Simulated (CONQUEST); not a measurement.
## Ti: 7 runs along one coordinate

System: Ti (4 atoms in the cell).
Method: Kohn-Sham DFT of a periodic cell, PBEsol, PseudoDojo NC PBEsol, no spin polarisation (CONQUEST 1.3).

The 7 runs differ only in the geometry, by an even scaling of the cell at fixed fractional positions. The structure derives from an entry of the Crystallography Open Database.

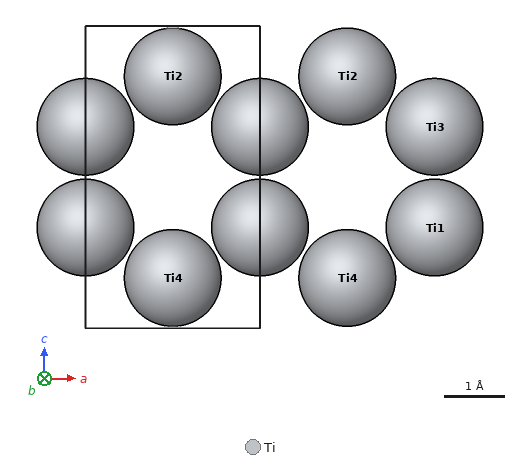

Figure 1. The structure of run 4 (spheres-only view of the cell of the calculation, repeated 2 × 1 × 1, along the b axis; atoms are numbered from 1 in the order of the input). An atom can appear more than once, as a periodic image.

**Input of run 4**
```
IO.Title Ti
IO.Coordinates coords.dat
IO.FractionalAtomicCoords T
IO.Iprint 2
IO.Iprint_init 1
General.NumberOfSpecies 1
General.PseudopotentialType hamann
AtomMove.TypeOfRun static
AtomMove.FullStress T
Grid.PointsAlongX 32
Grid.PointsAlongY 60
Grid.PointsAlongZ 60
DM.SolutionMethod diagon
Diag.MPMesh T
Diag.GammaCentred T
Diag.MPMeshX 9
Diag.MPMeshY 6
Diag.MPMeshZ 5
Diag.kT 0.00183747
minE.SCTolerance 1e-6
SC.MaxIters 100
IO.AtomChargeOutput T
%block ChemicalSpeciesLabel
1 47.880 Ti
%endblock
```

Command:
```bash
OMP_NUM_THREADS=1 Conquest
```

Lattice vectors (Å) and fractional positions of run 4:
```
   2.950000    0.000000    0.000000
   0.000000    4.680000    0.000000
   0.000000    0.000000    5.109550
Ti  0.000000  0.750000  0.333333
Ti  0.500000  0.750000  0.833333
Ti  0.000000  0.250000  0.666667
Ti  0.500000  0.250000  0.166667
```

Run 6 has the same physical settings and fractional positions; its lattice vectors (Å) are:
```
   2.988820    0.000000    0.000000
   0.000000    4.741586    0.000000
   0.000000    0.000000    5.176789
```

**Results, with one run withheld**

```tsv
run	volume per atom (Å³)	free energy per atom, from the lowest run given (meV)	pressure (GPa)
1	16.577	2.99	2.70
2	16.930	0.00	0.09
3	17.283	2.46	−2.26
4	17.636	9.87	−4.44
5	17.988	21.84	−6.42
6	18.341	?	?
7	18.694	57.77	−9.77
```

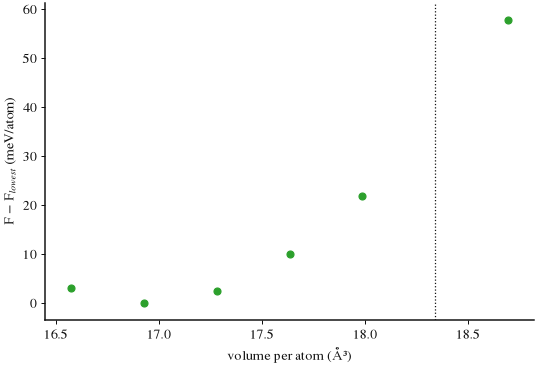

Figure 2. Free energy per atom of the runs given; the dotted line marks run 6.

What should run 6 give?

A cubic polynomial in V^(−2/3) (the Birch–Murnaghan form), fitted to the 6 runs given, misses them by at most 0.02 meV per atom. With x = V^(−2/3) − 0.14838 Å⁻², it reads F = 6.3751 − 3980.1 x + 6.2353e+05 x² − 1.0347e+06 x³ (meV per atom). At run 6 it gives 37.91 meV per atom, and the run itself gives 37.92. The slope of the fit gives a pressure −dF/dV of −8.18 GPa there, and the run prints −8.21 GPa. The fit has its minimum at 16.942 Å³ per atom, where V d²F/dV² gives 119 GPa. Cell shape and fractional positions are held, so this is the stiffness under even scaling; the relaxed bulk modulus wasn't computed.

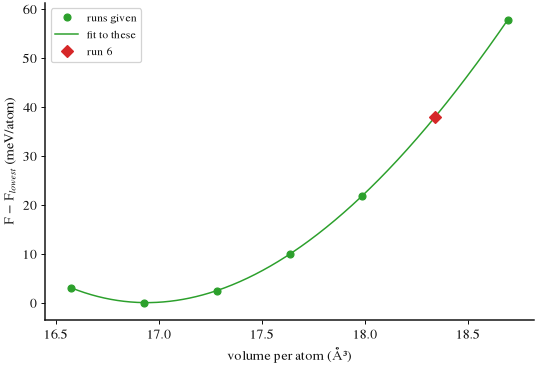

Figure 3. The fit and the withheld run.

**Some lines of the output (run 6)**
```
[...]
          DFT Total Energy                 :      -237.170399857806188 Ha
          Free Energy (E-TS)               :      -237.172577418780605 Ha
          DFT Total Energy                 :      -237.171286102350791 Ha
          Free Energy (E-TS)               :      -237.172522107349408 Ha
          DFT Total Energy                 :      -237.171283492460645 Ha
          Free Energy (E-TS)               :      -237.172521198411971 Ha
          DFT Total Energy                 :      -237.171288165888711 Ha
          Free Energy (E-TS)               :      -237.172521290334771 Ha
          DFT Total Energy                 :      -237.171287301363009 Ha
          Free Energy (E-TS)               :      -237.172521050450655 Ha
          DFT Total Energy                 :      -237.171287572832910 Ha
      | Free Energy as E-TS      =      -237.172521050450655 Ha
      |* DFT total energy        =      -237.171287572832910 Ha
    force: Average pressure:     -8.20687003 GPa
```

Notes: With a small basis of atomic orbitals these values can differ much from converged plane-wave results.
